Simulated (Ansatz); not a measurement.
Cr

```
Cr
1.0
     2.71400    0.00000    0.00000
    -1.35700    2.35039    0.00000
     0.00000    0.00000    4.41000
Cr
2
Direct
  0.66667 0.33333 0.75000
  0.33333 0.66667 0.25000
```

Space group P6₃/mmc; computed pressure about −27 GPa in this cell; spin-polarised.

Computed with Ansatz 0.2.0, Kohn-Sham DFT of a periodic cell, PBEsol, Ansatz PAW.

Core electrons are frozen (PAW), and the valence fields are smoothed inside the atomic spheres.

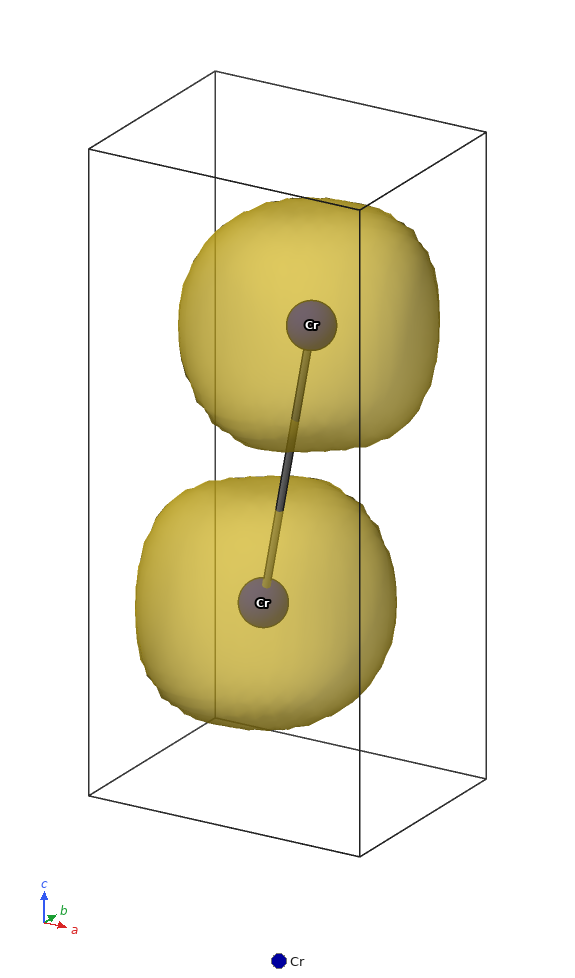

Figure 1. Isosurface of the spin density at +0.1 e/Å³ (yellow), seen slightly off an axis. Sticks mark near contacts.

Where is the spin, and how is it ordered?

Answer. The spin density sits on Cr: +1.4 μB (×2) in one cell of 2 atoms: parallel main moments (a ferromagnetic arrangement) in this solution. The cell of the calculation (2 atoms) carries 3.0 μB of net spin moment.

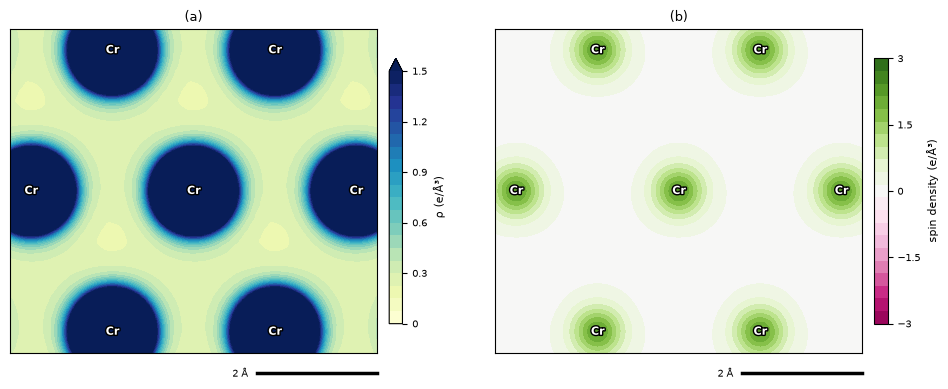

Figure 2. (a) valence pseudo-density; (b) spin density (up minus down) on the (001) plane of the conventional cell.

What does the map show?

Answer. The plane passes through Cr nuclei.
Cr–Cr (2.71 Å): ρ at the midpoint is about 0.26 e/Å³.
Between the atoms the lowest density in this plane is 0.21 e/Å³.

Does the calculation give a band gap?

Answer. It is gapless in this calculation (a metal or semimetal).
